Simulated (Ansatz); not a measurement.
# Geometry relaxation of Pt (part 1 of 2)

The run: geometry relaxation of Pt (I4₁/amd, 2 atoms in the cell). Method and program: DFT, PBE, PAW with Ansatz's default frozen-core files, scalar-relativistic, no spin polarisation (Ansatz 0.2.0).

Its volume is 0.60 times that of the source entry. It belongs to a series of runs on one base structure; here: shape and atoms relaxed at 0.6 of the volume. Figures and captions count atoms from 1; the log counts them from 0 in places.

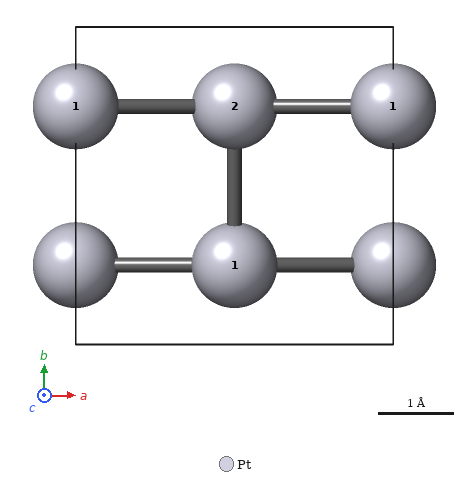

The structure as given in the input (ball-and-stick view of the cell 2 times as large as that of the calculation, set on its symmetry axes, along the c axis; atoms are numbered from 1 in the order of the input).

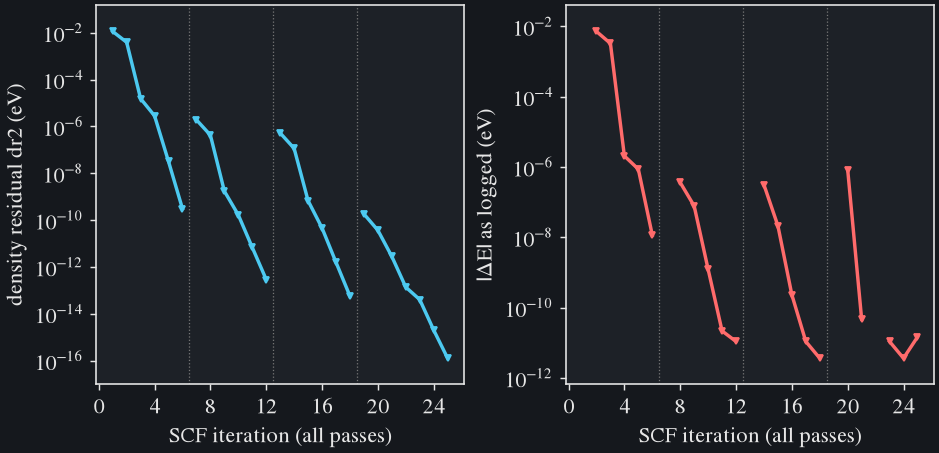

Convergence of the self-consistent field: density residual dr2 and size of the energy change against the SCF iteration. The dotted lines part the SCF passes of the relaxation: geometry steps, rejected trials and re-solves on a re-selected basis. The passes take 6, 6, 6 and 7 iterations.

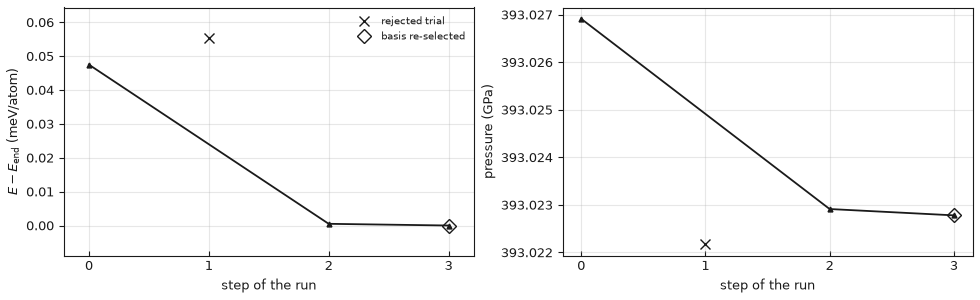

Progress of the relaxation, step by step (the first geometry is step 0 here and step 1 in the log). After 2 geometry steps the energy has fallen by next to nothing (0.0 meV per atom). All forces vanish by symmetry, so only the cell relaxes. The pressure goes from 393.03 to 393.02 GPa. The line search rejected the trial step at point 1 (counted from 0) and went back. No atom moves by more than 0.005 Å relative to the cell. The space group stays I4_1/amd (No. 141). A last SCF at the same geometry on a re-selected plane-wave basis shifts the energy by next to nothing (0.0 meV per atom). (Atoms are counted from 1 in the order of the input.)

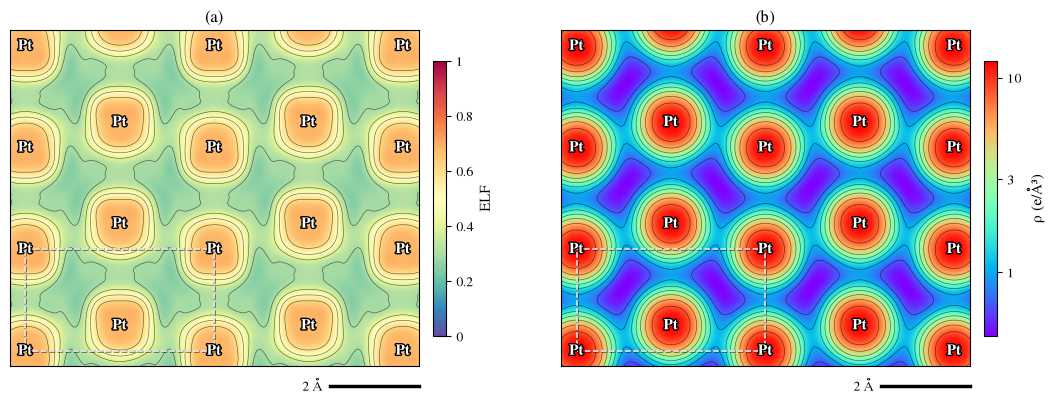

(a) electron localisation function; (b) valence charge density (pseudo) on the (100) plane of the conventional cell. The section cuts through Pt sites. Pt–Pt (2.20 Å): the density is about 1.1 e/Å³ at the midpoint; the ELF is about 0.30 at the midpoint (no localised pair between them). Pt–Pt (2.29 Å): ρ at the midpoint is about 0.96 e/Å³; the ELF is about 0.30 at the midpoint (no shared electron pair). Away from the nuclei the density in this plane falls to 0.47 e/Å³ at its lowest. The strong features right at Pt lie inside the PAW spheres (semicore, d or f shells) and say nothing about bonding. In a PAW calculation such maps are meaningful between the atoms, not at the nuclei.

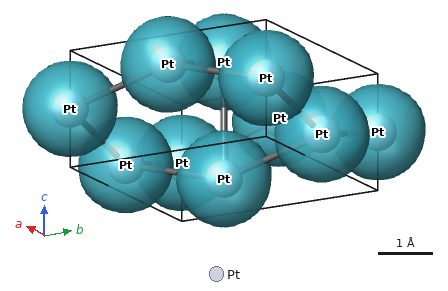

Isosurface of the valence charge density (pseudo) at 1.5 e/Å³ (cyan), seen at an oblique angle. Sticks mark near contacts. The outline is the cell set on symmetry axes. At this value the density breaks into separate islands; it holds about 70 % of the electrons treated as valence (semicore included). It is pinched off along the Pt–Pt (2.20 Å) and Pt–Pt (2.29 Å) contacts. On the grid the lowest density along these lines, outside the cores, is 1.1 e/Å³ (Pt–Pt, 2.20 Å) and 0.96 e/Å³ (Pt–Pt, 2.29 Å).

The input that produced these results follows, with the program's output.

### The input
```yaml
crystal:
  lattice:
    - [-2.1219400324, 2.1219400324, 1.1433632108]
    - [2.1219400324, -2.1219400324, 1.1433632108]
    - [2.1219400324, 2.1219400324, -1.1433632108]
  atoms:
    - { symbol: Pt, position: [-0.375, -0.125, -0.25] }
    - { symbol: Pt, position: [0.375, 0.125, 0.25] }
kpoints:
  mp_grid: { grid: [16, 16, 16] }
scf:
  occupations: { method: fermi_dirac, width: 0.05 }
hamiltonian:
  xc: pbe
  pseudopotentials: { kind: paw }
output:
  forces: true
  stress: true
  write_density: true
  write_potential: true
  elf: true
  volumetric_format: npy
relax:
  f_tol: 0.005
  max_steps: 30
  cell: { stress_tol: 0.35, fix: [volume] }
```

Launch command:
```bash
ansatz run input.yaml --threads 1 --pin off --max-ram 2048MiB --backend cpu --events-out ev --progress --plain --runs-dir out
```

### The program's output
```
Engine: ansatz 0.2.0, x86_64-unknown-linux-gnu
Pseudopotentials: kind: paw
Pseudopotential: Pt, paw, valence charge 18, recommended cutoff 420 eV (normal), Pt.paw.azcp
Functional definition: PBE
  parameter kappa = 0.804
  parameter beta = 0.06672455060314922
  exchange = pbe_x(kappa = kappa, mu = beta*pi^2/3)
  correlation = pbe_c(beta = beta)
Crystal: 2 atoms, lattice volume = 20.593 Å³
Basis set: ecut = 420 eV, 419 PW (Γ), exchange–correlation on 48×48×48 points (8 copies of the dense FFT grid, shifted against one another)
Bands: 22, of which v1, the nominal top of the filled ones, is band 18 counted from 1 (17 counted from 0)
Symmetry: 16 space group operations
Space group: I41/amd (ITA 141), of the structure as read, at distance tolerance 2.7e-5 Å
k-points: 349 of 4096
Non-local potential: Pt, projectors of the file, l = 0: 3, l = 1: 2, l = 2: 2, l = 3: 1
PAW form: soft (Blöchl's): semilocal exchange-correlation on the pseudo side does not see the compensation charge
PAW one-centre angular grid: Pt, 590 points (default); XC on 64 Gauss nodes
Initial density: superposition of atomic densities (neutral atoms: chi_scale 0, normalization atom), corrected by the library's trained network
Initial wavefunctions: pseudopotential atomic-orbital guess
Functional: x = pbe(κ = 0.804, μ = 0.2195149727645171), c = pbe(β = 0.06672455060314922)
SCF iter   1: F=—  HF=-25035.309245 eV  |F-HF|=—  |Δ(HF+E_count)|=         —  Δρ=1.39e-2  dr2=1.14e-2  ethr=1.77e-3  ⟨swp⟩=5.9  Hψ=34286  notcnv=0
preconditioner: auto → none  [metal: Δε(μ)=0.003 eV  Ē_g=14.019 eV  σ=0.050 eV  W_gap=0.02  n_scr=8 (ndim 8)  ℏωp=36.6 eV  f_vac=0.000  D(μ)=0.99/eV (n_scr^D=4)  sad-step TF]
SCF iter   2: F=—  HF=-25035.302040 eV  |F-HF|=—  |Δ(HF+E_count)|=   7.20e-3  Δρ=7.82e-3  dr2=3.94e-3  ethr=3.16e-5  ⟨swp⟩=1.8  Hψ=11689  notcnv=0
SCF iter   3: F=—  HF=-25035.298750 eV  |F-HF|=—  |Δ(HF+E_count)|=   3.29e-3  Δρ=4.79e-4  dr2=1.55e-5  ethr=1.09e-5  ⟨swp⟩=2.5  Hψ=12123  notcnv=0
SCF iter   4: F=—  HF=-25035.298748 eV  |F-HF|=—  |Δ(HF+E_count)|=   2.07e-6  Δρ=1.45e-4  dr2=2.85e-6  ethr=4.32e-8  ⟨swp⟩=2.2  Hψ=13710  notcnv=0
iter 5 did not close the SCF: its close was put off for the readings that it lacked (scf_convergence_deferred on its scf_iter line)
SCF iter   5: F=-25035.298747 eV  HF=-25035.298747 eV  |F-HF|=9.31e-9  |Δ(HF+E_count)|=   8.71e-7  Δρ=2.52e-5  dr2=3.20e-8  ethr=7.92e-9  ⟨swp⟩=2.8  Hψ=13903  notcnv=0
SCF iter   6: F=-25035.298747 eV  HF=-25035.298747 eV  |F-HF|=1.46e-10  |Δ(HF+E_count)|=   1.16e-8  Δρ=1.99e-6  dr2=3.07e-10  ethr=8.89e-11  ⟨swp⟩=6.3  Hψ=45539  notcnv=0
SCF 1 converged in 6 iterations: F = -25035.298747 eV  dr2 = 3.07e-10
  greatest PAW one-centre occupation: 1.000 electrons in one spin orbital (limit 2), on the Pt atom at site 1 (counted from 0), in its partial waves of l = 1
relax step   1: F+E_penalty+E_count = -25035.29874729 eV  Δ(F+E_penalty+E_count) = +0.000e0 eV  max|allowed force component| = 8.327e-17 eV/Å  Δτ_max = 0.0000 Å  P = +393.027 GPa  Ω = 20.593 Å³  fix = [volume]  reactions: volume +393.027 GPa  (6 SCF iters, accepted)
Initial density: handed on by an earlier stage of this run
Initial wavefunctions: those handed on with the density
iter 1 solved again at ethr=2.23e-8 eV; its pass at ethr=3.10e-3 eV (dr2=8.02e-6 eV) is discarded
SCF iter   1: F=—  HF=-25035.298731 eV  |F-HF|=—  |Δ(HF+E_count)|=         —  Δρ=2.22e-4  dr2=1.92e-6  ethr=2.23e-8  ⟨swp⟩=3.0  Hψ=42530  notcnv=0
preconditioner: auto → none  [metal: Δε(μ)=0.006 eV  Ē_g=14.020 eV  σ=0.050 eV  W_gap=0.03  n_scr=8 (ndim 8)  ℏωp=36.6 eV  f_vac=0.000  D(μ)=1.02/eV (n_scr^D=8)]
SCF iter   2: F=—  HF=-25035.298731 eV  |F-HF|=—  |Δ(HF+E_count)|=   3.64e-7  Δρ=1.08e-4  dr2=4.28e-7  ethr=5.34e-9  ⟨swp⟩=1.0  Hψ=7688  notcnv=0
iter 3 did not close the SCF: its close was put off for the readings that it lacked (scf_convergence_deferred on its scf_iter line)
SCF iter   3: F=-25035.298731 eV  HF=-25035.298731 eV  |F-HF|=7.46e-10  |Δ(HF+E_count)|=   7.84e-8  Δρ=4.27e-6  dr2=1.73e-9  ethr=1.19e-9  ⟨swp⟩=1.2  Hψ=7919  notcnv=0
iter 4 did not close the SCF: its close was put off for the readings that it lacked (scf_convergence_deferred on its scf_iter line)
SCF iter   4: F=-25035.298731 eV  HF=-25035.298731 eV  |F-HF|=2.18e-11  |Δ(HF+E_count)|=   1.24e-9  Δρ=1.70e-6  dr2=1.67e-10  ethr=4.79e-12  ⟨swp⟩=2.1  Hψ=14116  notcnv=0
iter 5 did not close the SCF: its close was put off for the readings that it lacked (scf_convergence_deferred on its scf_iter line)
SCF iter   5: F=-25035.298731 eV  HF=-25035.298731 eV  |F-HF|=7.28e-12  |Δ(HF+E_count)|=  2.18e-11  Δρ=2.84e-7  dr2=6.86e-12  ethr=1.00e-12  ⟨swp⟩=2.6  Hψ=12141  notcnv=0
SCF iter   6: F=-25035.298731 eV  HF=-25035.298731 eV  |F-HF|=1.09e-11  |Δ(HF+E_count)|=  1.09e-11  Δρ=6.11e-8  dr2=2.92e-13  ethr=1.00e-12  ⟨swp⟩=4.3  Hψ=33029  notcnv=0
SCF 2 converged in 6 iterations: F = -25035.298731 eV  dr2 = 2.92e-13
relax step   2: F+E_penalty+E_count = -25035.29873148 eV  Δ(F+E_penalty+E_count) = +1.581e-5 eV  max|allowed force component| = 2.776e-17 eV/Å  Δτ_max = 0.0000 Å  P = +393.022 GPa  Ω = 20.593 Å³  energy of the carried Pulay correction = +1.488e-9 eV  fix = [volume]  (6 SCF iters, dr2 threshold 2.00e-7 eV, rejected (line search))
iter 1 solved again at ethr=6.09e-9 eV; its pass at ethr=3.10e-3 eV (dr2=2.19e-6 eV) is discarded
```
